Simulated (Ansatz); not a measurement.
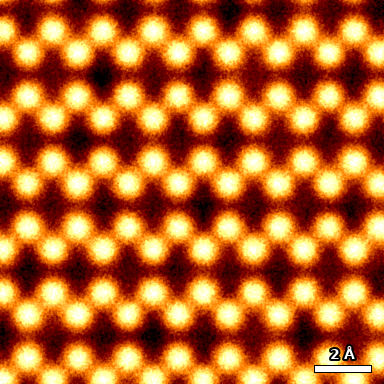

Z-contrast image of Mo (P6_3/mmc, No. 194). The image is simulated as a sum over atoms of Z^1.7, blurred by a 0.79 Å probe (no channelling). The display is stretched by a gamma of 0.65; percentages refer to the linear signal. Shot noise and the speckle of an amorphous layer were added. Structure: coordinates from a relaxation with Ansatz, DFT PBE, scalar-relativistic, plane waves, PAW; the starting structure was generated, so it need not be a known form of this composition.

```
Mo
1.0
     2.75607    0.00000    0.00000
    -1.37804    2.38683    0.00000
     0.00000    0.00000    4.90011
Mo
2
Direct
  0.33333 0.66667 0.75000
  0.66667 0.33333 0.25000
```

### Along which zone axis is the crystal seen: [100], [201], [311] or [211]? (Directions equivalent by symmetry count as one.)

[201]. The projected cells are 2.39 × 4.90 Å, 90° for [100]; 1.83 × 2.56 Å, 111° for [201]; 1.71 × 2.15 Å, 91° for [311]; 2.20 × 2.20 Å, 102° for [211], and the image repeats as the [201] one does.
